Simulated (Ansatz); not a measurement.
Rb

Input file:

```
crystal:
  lattice:
    - [5.6705610774, 0.0, 0.0]
    - [0.0, 5.6705610774, 0.0]
    - [0.0, 0.0, 5.6705610774]
  atoms:
    - { symbol: Rb, position: [0.0, 0.0, 0.0] }
    - { symbol: Rb, position: [0.5, 0.5, 0.5] }
basis:
  ecutwfc: 420
kpoints:
  mp_grid: { grid: [10, 10, 10] }
hamiltonian:
  xc: pbe
scf:
  occupations: { method: gaussian, width: 0.1 }
output:
  forces: true
  stress: true
  eigenvalues: true
  write_density: true
  write_potential: true
  elf: true
  volumetric_format: npy
```

Launched as:

```sh
ansatz run input.yaml --threads 1 --pin off --max-ram 2560MiB --backend cpu --events-out ev --progress --plain --runs-dir out
```

Below, planes, directions and counts refer to the conventional cell (a = 5.67 Å, b = 5.67 Å, c = 5.67 Å, α = 90.00°, β = 90.00°, γ = 90.00°).

Space group Im-3m.

Computed with Ansatz, DFT PBE, scalar-relativistic, plane waves, PAW.

What will maps of the valence pseudo-density and electron localisation function show?

Rb–Rb (4.91 Å): ρ at the midpoint is about 0.01 e/Å³; the ELF is about 0.15 at the midpoint (no localised pair shows between them).

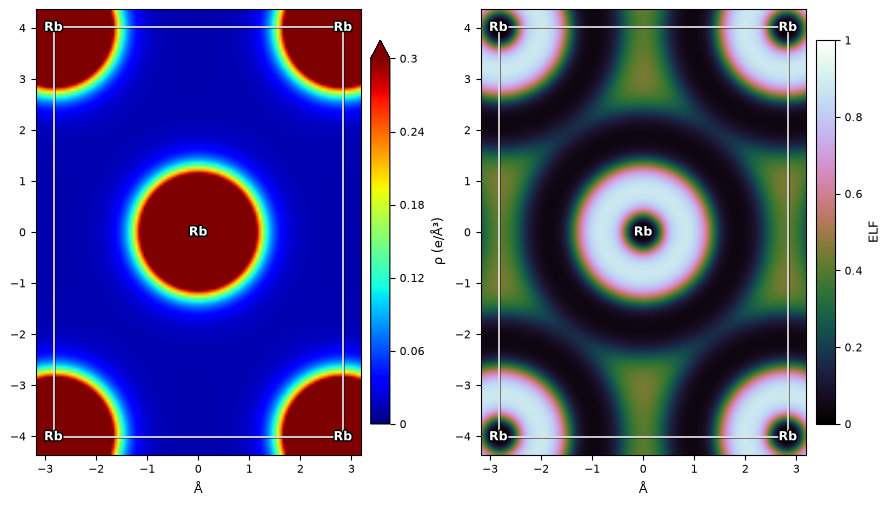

Computed valence pseudo-density and electron localisation function on the (101̄) plane of the conventional cell, in this order. 

The density is the valence pseudo-density of a PAW calculation; it isn't the true density close to the nuclei.
